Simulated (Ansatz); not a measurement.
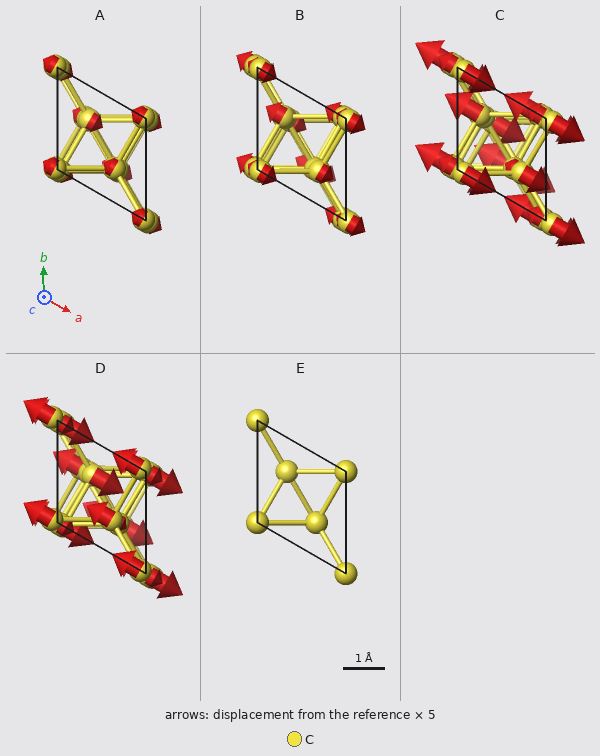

A scan of solid C (R-3m): a normal mode at the zone centre (one arbitrary combination within a set of 2 degenerate modes) is frozen in with the cell fixed, the amplitude being the largest displacement of an atom. The picture is a ball-and-stick view of the conventional cell (3 times the calculation's cell), seen along the c axis. Red arrows: displacements from the reference. Lengths and directions refer to the drawn axes.

Level of theory: DFT LDA, scalar-relativistic, plane waves, PAW in Ansatz. Settings: plane-wave cutoff 420 eV; k-point mesh 12 × 12 × 12; occupations gaussian; smearing width 0.05 eV; no spin polarisation. Energies (free energies at the smearing named) are counted from the relaxed crystal.

**Order these geometries by energy, lowest first.**

Lowest first: E (the amplitude 0.00 Å, 0 meV/cell), A (the amplitude 0.075 Å, 78 meV/cell), B (the amplitude −0.10 Å, 139 meV/cell), D (the amplitude 0.175 Å, 424 meV/cell), C (the amplitude −0.20 Å, 554 meV/cell). Over the whole scan: the harmonic wavenumber of the mode is 337 cm⁻¹, a stable vibration. Of the computed points the lowest is at the amplitude 0.00 Å, 0 meV/cell. The end points stand at 554 meV/cell (−0.20 Å) and 554 meV/cell (0.20 Å). The well is symmetric. At the highest point the shortest interatomic distance is 1.50 Å, against 1.53 Å in the reference.
